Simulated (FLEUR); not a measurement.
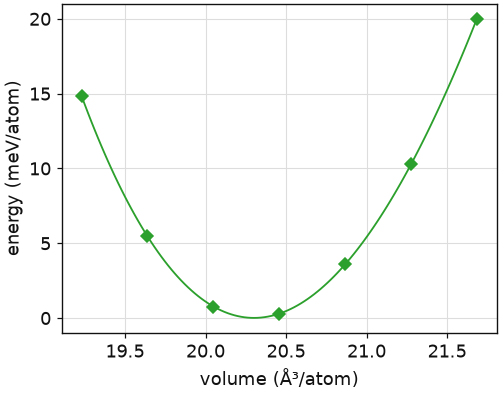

The plot gives the computed energy against volume.

How it was computed, with FLEUR MaX-R8.1 (later development tree): all-electron LAPW DFT, no spin polarisation; energies at scaled volumes of the given cell, shape and fractions fixed, counted from the fit's minimum, third-order Birch-Murnaghan fit. Level: PBEsol.

### For which of these solids was it computed?
A. Pt, Fm-3m (No. 225)
B. KTaO₃, Pm-3m (No. 221)
C. P, Cmce (No. 64)

C, P: energy from 0.29 meV/atom to 20.01 meV/atom, V0 20.3 Å³/atom, B0 76.4 GPa. The others give: Pt, energy from 0.04 meV/atom to 51.75 meV/atom, V0 15.05 Å³/atom, B0 287 GPa; KTaO₃, energy from 0.00 meV/atom to 29.81 meV/atom, V0 12.66 Å³/atom, B0 201 GPa.

For P, limits of the calculation: shape and atomic fractions are frozen while scaling, which makes layered, chain and framework solids too stiff.

For Pt, limits of the calculation: spin-orbit coupling left out, heavy elements.
